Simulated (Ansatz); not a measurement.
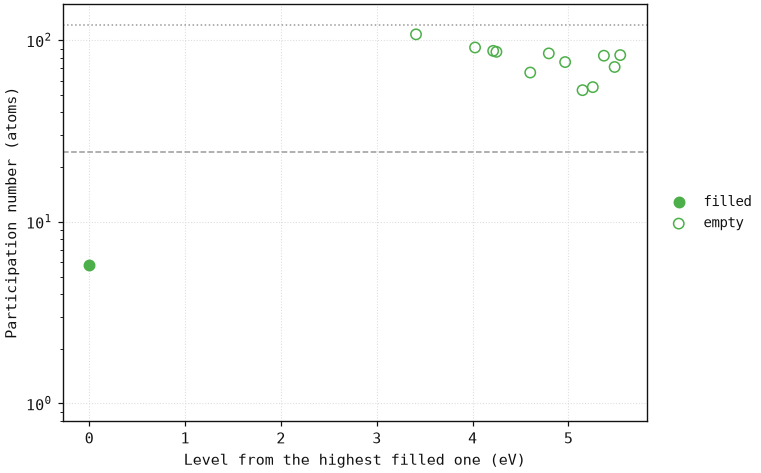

Levels near the gap of a 121-atom cell against the number of atoms over which each spreads (dotted: all atoms; dashed: a fifth of them). Host Al₂O₃ with interstitial Al.

The material is Al49O72 (defect cell), 121 atoms in the cell, cell charge +1 e; a = 9.55 Å, b = 9.55 Å, c = 13.01 Å, α = 90.00°, β = 90.00°, γ = 120.00°.

Ansatz; DFT, HSE06, PAW, plane waves, one k point, (0.25, 0.25, 0.25), 420 eV cutoff.

### Which of these levels are localised (under the dashed line)?

1 of the 13 levels shown spreads over less than a fifth of the cell: 0.00 eV (filled, over about 6 atoms, mostly Al).

### How far apart are the highest filled and the lowest empty level?

The lowest empty level lies 3.41 eV above the highest filled one.

One k point in a finite cell, so levels carry errors of tenths of an eV.
